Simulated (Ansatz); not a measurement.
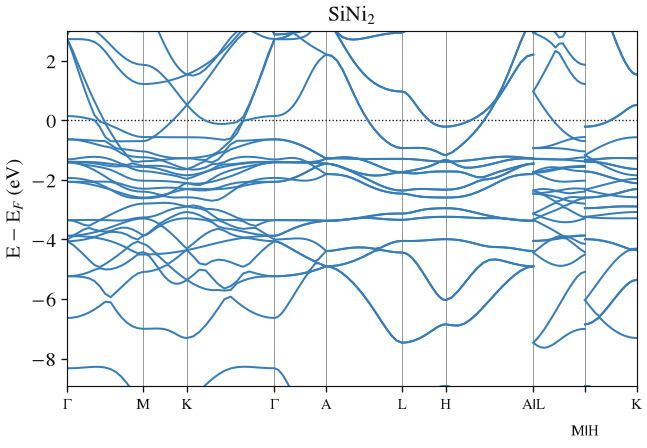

Band structure. Energies are counted from the Fermi level.

> Which Bravais lattice do the labels of the path belong to?

A hexagonal (primitive) lattice: the path Γ–M–K–Γ–A–L–H–A|L–M|H–K runs through the special points of its Brillouin zone.

Calculation on SiNi₂, space group P6_3/mmc, 6 atoms in the cell; a = 3.87 Å, b = 3.87 Å, c = 4.92 Å, α = 90.00°, β = 90.00°, γ = 120.00°.

Level of theory: DFT PBEsol, scalar-relativistic, plane waves, PAW, no spin polarisation, 12×12×8 k mesh, 420 eV cutoff; code Ansatz 0.2.0.

> Is there a gap at the Fermi level?

A metal: 4 bands cross the Fermi level along this path.

> Which levels at A lie nearest to the Fermi level?

At A the nearest levels lie 1.28 eV below and 2.21 eV above the Fermi level.

> On which lines of the path do bands cross the Fermi level?

Bands cross the Fermi level on Γ–M, M–K, K–Γ, A–L, L–H, H–A, L–M and H–K, and not on Γ–A.

The run has no spin polarisation, so a magnetic state may lie lower.
